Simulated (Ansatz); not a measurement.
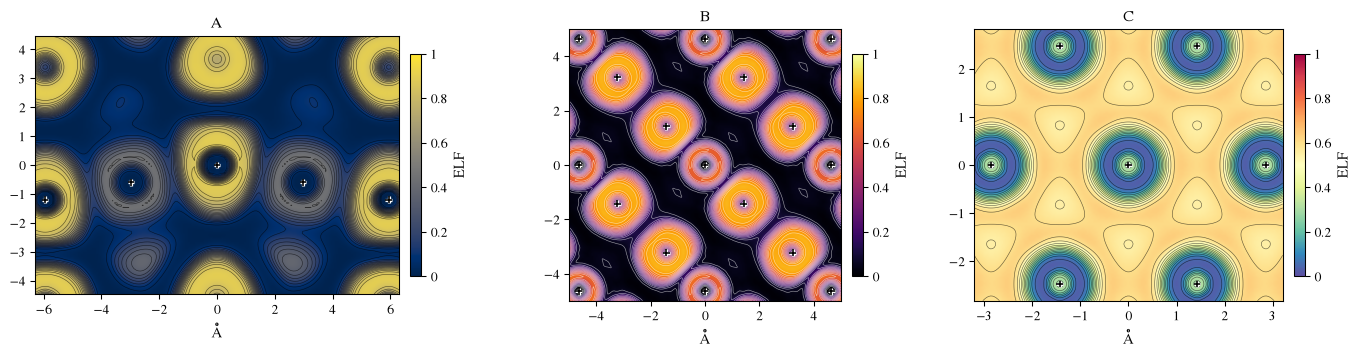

The electron localisation function of 3 systems, each on a plane through atoms (crosses mark nuclei in the plane).

Method: Ansatz, DFT PBE, scalar-relativistic, plane waves, PAW.

System 1: CsPbBr₃, the (100) plane of the conventional cell. Space group Pnma.

```xyz
20
Lattice="8.5317 0.0000 0.0000 0.0000 11.8991 0.0000 0.0000 0.0000 8.2611" Properties=species:S:1:pos:R:3 pbc="T T T"
Cs    4.7571    2.9748    0.1364
Cs    8.0404    8.9243    4.2670
Cs    0.4913    2.9748    3.9942
Cs    3.7746    8.9243    8.1247
Pb    0.0000    5.9495    0.0000
Pb    4.2659    5.9495    4.1306
Pb    4.2659    0.0000    4.1306
Pb    0.0000    0.0000    0.0000
Br    2.5006    5.5004    1.6885
Br    1.7653    6.3987    5.8191
Br    6.7664    0.4492    2.4421
Br    6.0311   11.4499    6.5726
Br    6.0311    6.3987    6.5726
Br    6.7664    5.5004    2.4421
Br    1.7653   11.4499    5.8191
Br    2.5006    0.4492    1.6885
Br    0.1167    8.9243    0.6020
Br    4.1491    2.9748    4.7325
Br    4.3826    8.9243    3.5286
Br    8.4150    2.9748    7.6591
```

System 2: TiO₂, the (001) plane of the conventional cell. Space group P4₂/mnm; computed without spin polarisation.

System 3: Al, the (111) plane of the conventional cell. Space group Fm-3m; computed without spin polarisation.

> Match each panel to its system.

Panel A is system 1, CsPbBr₃: the plane holds Pb and Br. Pb–Br (3.04 Å): the ELF is about 0.25 at the midpoint. Panel B is system 2, TiO₂: the plane holds Ti and O. Ti–O (2.00 Å): the ELF peaks at about 0.85 in the valence shell of O, 0.6 Å from its nucleus, and is about 0.20 at the midpoint (no localised pair shows between them). Panel C is system 3, Al: the plane holds Al. Al–Al (2.86 Å): the ELF peaks at about 0.65 between the atoms.
